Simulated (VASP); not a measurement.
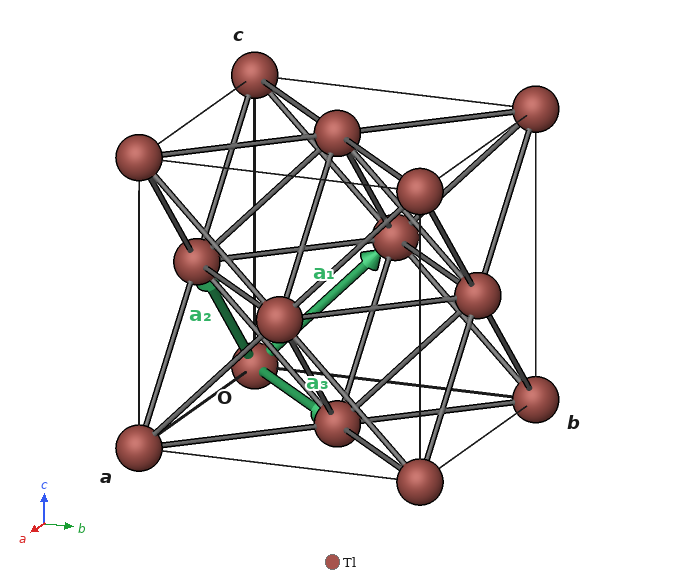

The conventional cell (thin) and a primitive cell (coloured, vectors a₁, a₂, a₃). Crystal: Tl, a cell listed in the Materials Project, as set up for an electronic-structure calculation. Geometry calculated from the standardised cell; symmetry tolerance 0.002 Å.

a = 4.933 Å, b = 4.933 Å, c = 4.933 Å, α = 90.00°, β = 90.00°, γ = 90.00°.

What is the centring, and how are the primitive vectors built?

Answer. F, face-centred cubic, with lattice points at (0, 0, 0), (1/2, 1/2, 0), (1/2, 0, 1/2), (0, 1/2, 1/2). a₁ = 1/2 b + 1/2 c; a₂ = 1/2 a + 1/2 c; a₃ = 1/2 a + 1/2 b.

Give the primitive cell's size and content.

Answer. Edges 3.488, 3.488, 3.488 Å; angles 60.00°, 60.00°, 60.00°; volume 30.00 Å³, 1/4 of the conventional cell; 1 of its 4 atoms.
